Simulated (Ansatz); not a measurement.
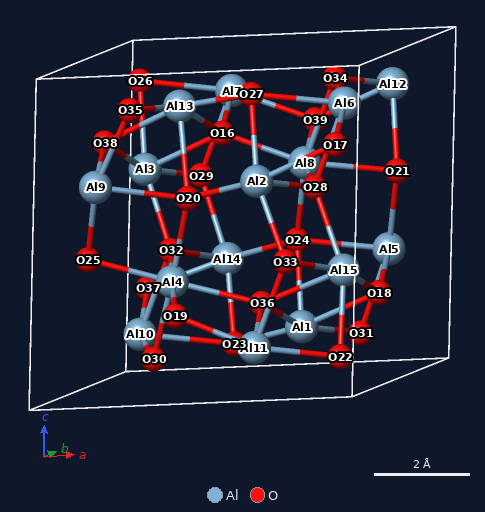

This is the input geometry for a relaxation of a defect cell of composition Al$_{5}$O$_{8}$ (cell charge −3). Style: ball-and-stick. Shown: the cell of the calculation, slightly off an axis.

Level of theory: DFT PBEsol, scalar-relativistic, plane waves, PAW in Ansatz.

Set-up: plane-wave cutoff 420 eV; k-point mesh 2 × 2 × 2; occupations gaussian; smearing width 0.02 eV; mesh shifted by (0.5, 0.5, 0.5); collinear spin; atoms relaxed in a fixed cell; force threshold 0.03 eV/Å; at most 40 steps.

```xyz
39
Lattice="-4.7739 -2.7562 4.3383 4.7739 -2.7562 4.3383 0.0000 5.5124 4.3383" Properties=species:S:1:pos:R:3 pbc="T T T"
Al   -0.0109   -2.7314    6.2636
Al   -2.3627    1.3730    6.2637
Al    2.3677    1.3575    6.2637
Al   -0.0020   -0.0003    4.3637
Al   -0.0018   -2.7457    8.9203
Al   -2.3796    1.3722    8.9204
Al    2.3755    1.3725    8.9203
Al   -0.0020   -0.0003    8.4052
Al   -0.0108    2.7757    4.0921
Al    2.4065   -1.3806    4.0922
Al   -2.4016   -1.3959    4.0922
Al   -0.0020   -0.0003   11.0846
Al    0.0204    2.8561    6.7418
Al    2.4605   -1.4479    6.7418
Al   -2.4869   -1.4091    6.7418
O     0.9235    1.3849    7.5873
O    -3.8436    1.4011    7.6058
O    -1.4677   -2.7427    7.5625
O    -1.5463   -0.0011    3.3427
O    -0.7260    1.4707    5.4163
O    -0.7417   -1.2489    9.7551
O    -2.9579   -2.6346    5.3837
O     1.6661   -2.6783    5.4598
O     0.7349   -1.4944    7.5873
O     0.7737    1.3427    3.3578
O     3.1324    2.6259    7.6058
O    -1.6441    2.6403    7.5625
O    -1.6643    0.1086    7.5873
O     3.1058    0.1015    7.5625
O     0.7623   -1.3379    3.3488
O     0.7052   -4.0279    7.6058
O     1.6339   -0.1088    5.4163
O    -3.1553   -0.1059    5.4598
O    -0.7134    1.2646    9.7551
O    -0.8010    3.8826    5.3902
O    -0.9139   -1.3628    5.4162
O     3.7394   -1.2561    5.3812
O     1.4832    2.7833    5.4597
O     1.4492   -0.0166    9.7551
```

### Where does the relaxation end?

After 3 geometry steps the energy has fallen by 0.441 eV per cell of the calculation. The largest force component goes from 1.4 to 0.0042 eV/Å. The largest moves, 0.076 Å, are those of Al13, Al14 and Al15. Al15 goes along [2 −2 −3]. By element the largest moves are Al 0.076 Å, O 0.044 Å. The cell doesn't change. Among the contacts that change: Al13–O16 1.922 → 1.988 Å, Al13–O20 2.058 → 2.105 Å, Al5–O37 1.819 → 1.773 Å, Al13–O35 1.885 → 1.840 Å. Bond angles that change, for instance: Al10–O30–Al13 125.4° → 129.0°, O32–Al10–O37 77.0° → 80.4°, Al7–O29–Al14 134.4° → 137.8°. The program noted that the starting moments weren't kept.

After the run, drawn alike:

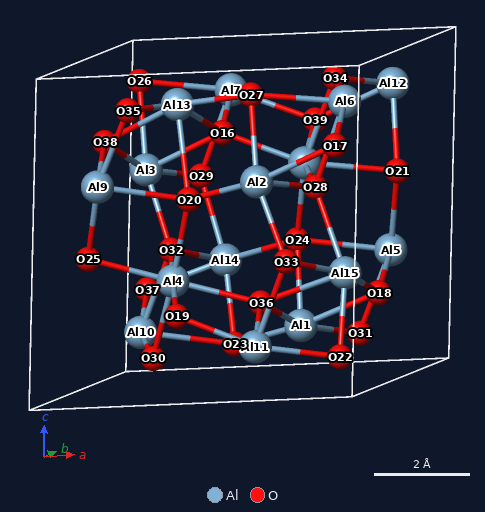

Limits of the set-up: the periodic images lie only 7.0 Å apart, so the values are limited by the cell's size; the cell is charged, on a uniform background, and energies carry no finite-size correction.
